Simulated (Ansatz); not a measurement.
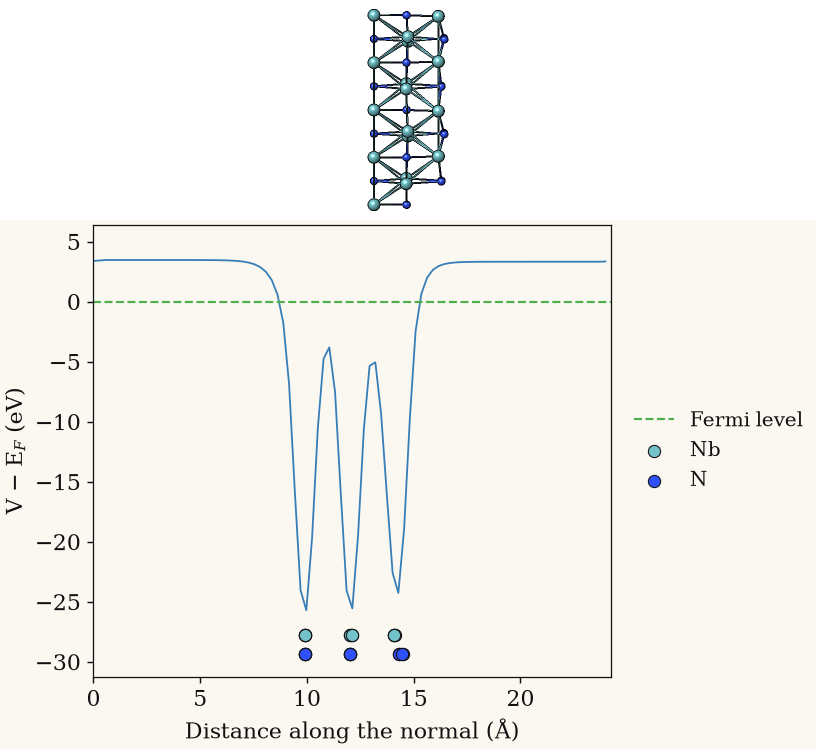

Plane-averaged electrostatic potential energy of an electron across the slab; circles at the bottom mark the heights of the atoms. The structure is drawn too.

System: a (100) slab cut from NbN (Fm-3m), ended by NbN planes, 24 atoms in the cell, the slab at its places in the relaxed adsorbed structure.

```
Nb N
1.0
     6.20116    0.00000    0.00000
     0.00000    6.20116    0.00000
     0.00000    0.00000   24.25008
Nb N
12 12
Direct
  0.50000 0.50000 0.32990
  0.50000 0.00000 0.32990
  0.00000 0.50000 0.32990
  0.00000 0.00000 0.32990
  0.74938 0.77813 0.41684
  0.74908 0.22610 0.42128
  0.24894 0.72218 0.41731
  0.24921 0.27463 0.42156
  0.99098 0.01194 0.50348
  0.00484 0.48901 0.50381
  0.50785 0.01088 0.50365
  0.49481 0.48877 0.50343
  0.25000 0.25000 0.32990
  0.25000 0.75000 0.32990
  0.75000 0.25000 0.32990
  0.75000 0.75000 0.32990
  0.52844 0.50093 0.41793
  0.47001 0.99977 0.41802
  0.96977 0.50038 0.41770
  0.02836 0.00001 0.41784
  0.74941 0.75390 0.51168
  0.74896 0.25641 0.51972
  0.24990 0.74662 0.51194
  0.25006 0.24211 0.51882
```

Computed with Ansatz: DFT PBE+D3(BJ), scalar-relativistic, plane waves, PAW, no spin polarisation, 3×3×1 k mesh, Gaussian smearing of 0.1 eV.

What is the work function?

Answer. The work function is 3.33 eV at the right face and 3.48 eV at the left.

How thick are slab and vacuum?

Answer. The outermost atoms are 4.6 Å apart, which leaves 19.6 Å of vacuum in a cell 24.3 Å high.

Do the two faces differ, and what does that say about the slab's dipole?

Answer. The vacuum levels differ by 0.14 eV, so the slab carries a dipole along its normal.

The atoms aren't at rest in this cell (largest force 2.3 eV/Å), so the relaxed material can differ.
